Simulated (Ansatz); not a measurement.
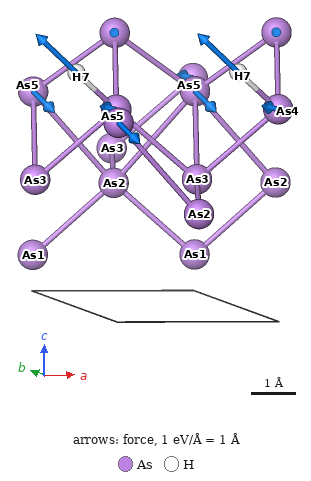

Starting geometry of a slab of composition As₆H (cut from the Cmce phase) with the computed forces as blue arrows. The picture is a ball-and-stick view of the cell of the calculation, outlined in the plane, without the vacuum, seen slightly off an axis.

Case: H put at a bridge As-As site. The slab is the (0 0 1) face of As with H on it. 3 atoms are held fixed.

Method: DFT PBEsol, scalar-relativistic, plane waves, PAW (Ansatz 0.2.0). (plane-wave cutoff 420 eV; k-point mesh 8 × 6 × 1; occupations gaussian; smearing width 0.1 eV; no spin polarisation; dipole correction; atoms relaxed in a fixed cell; force threshold 0.03 eV/Å; at most 70 steps)

> Is this structure relaxed? If not, where do the atoms go?

It isn't relaxed: the largest force vector, on the H atom, is 1.35 eV/Å. The final displacements follow the starting forces only in part (cosine between the two patterns 0.57). After 10 accepted moves (11 points after the start) the energy has fallen by 0.484 eV per cell of the calculation. The largest force component goes from 0.95 to 0.013 eV/Å. The line search rejected the trial step at point 9 of the run. The H atom moves most: 1.07 Å at 72° to the normal (+c side). By element the largest moves are H 1.07 Å, As 0.84 Å. The lattice vectors keep their values. Some distances before and after: As–As 2.538 → 3.362 Å, As–As 2.963 → 3.205 Å, As–As 2.926 → 2.712 Å, As–As 2.961 → 2.896 Å. Bond angles that change, for instance: As–As–H 61.3° → 90.8°, As–As–As 108.2° → 92.1°, As–As–As 141.9° → 152.6°.

Limits of the set-up: the periodic images lie only 3.7 Å apart, so the values are limited by the cell's size.
